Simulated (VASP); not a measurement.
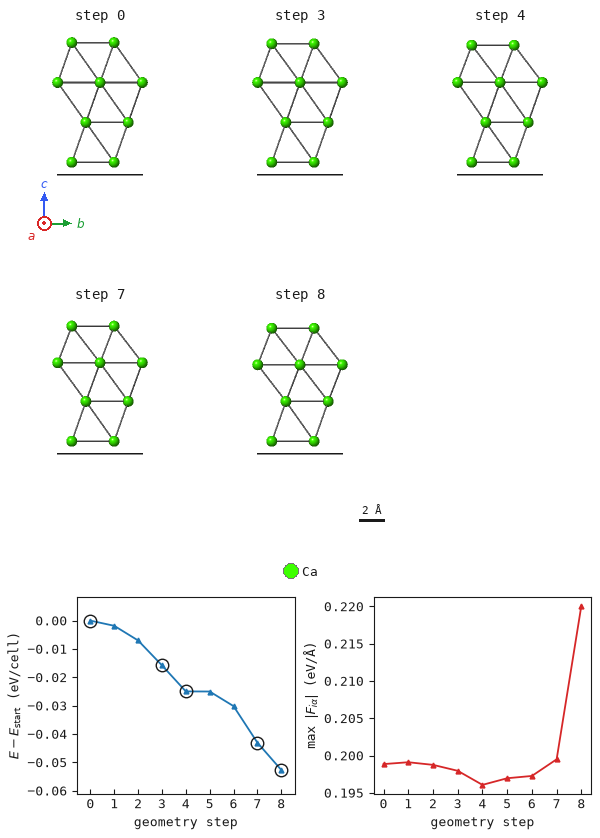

Frames of a relaxation of a slab of composition Ca, marked on the history of the run. A ball-and-stick model of the 2 × 2 repeat of the cell, outlined in the plane, without the vacuum, seen along the a axis.

The run lets the atoms move in a fixed cell. 2 atoms are held fixed.

Method: Kohn-Sham DFT of a periodic cell, PBE with TS, VASP PAW PBE potentials, recommended in VASP.

Input file:
```
SYSTEM = Ca
ALGO     = Normal         ! electronic algorithm
DIPOL    = 0.5 0.5 0.500
EDIFF    = 1E-6           ! SCF threshold, eV
EDIFFG   = -0.01          ! ionic threshold
ENCUT    = 520            ! plane-wave cutoff, eV
GGA      = PE             ! functional
IBRION   = 2              ! ionic algorithm
IDIPOL   = 3            
ISIF     = 2              ! what is computed and relaxed
ISMEAR   = 0              ! smearing method
IVDW     = 2              ! dispersion correction
LASPH    = .TRUE.         ! aspherical terms in the spheres
LCHARG   = .FALSE.        ! write CHGCAR
LDIPOL   = .TRUE.       
LREAL    = .FALSE.        ! projectors in reciprocal space
LWAVE    = .FALSE.        ! write WAVECAR
NELM     = 80             ! most SCF steps
NSW      = 60             ! ionic steps
PREC     = Accurate       ! precision mode
SIGMA    = 0.05           ! smearing width, eV
```

Run as
```bash
cat potpaw_PBE.64/Ca_sv/POTCAR > POTCAR
mpirun -np 1 vasp_std > vasp.out
```

**What happens along the run?**

The atom that moves furthest is a Ca atom (0.54 Å along the normal (−c)). The cell stays as it was. Near-neighbour distances that change, for instance: Ca–Ca 3.952 → 3.731 Å. After 8 geometry steps the energy has fallen by 52.7 meV per cell of the calculation. The largest force component goes from 0.2 to 0.22 eV/Å. From step 0 to 3: a Ca atom moves most (0.10 Å), energy −15.8 meV per cell of the calculation. From step 3 to 4: a Ca atom moves most (0.12 Å), energy −9.2 meV per cell of the calculation. From step 4 to 7: a Ca atom moves most (0.15 Å), energy −18.1 meV per cell of the calculation. From step 7 to 8: a Ca atom moves most (0.18 Å), energy −9.6 meV per cell of the calculation.

```tsv
step	E − E(0), meV/atom	largest force component, eV/Å
0	0.00	0.1989
1	-0.46	0.1991
2	-1.75	0.1988
3	-3.94	0.1980
4	-6.24	0.1961
5	-6.25	0.1970
6	-7.54	0.1973
7	-10.76	0.1995
8	-13.17	0.2201
```
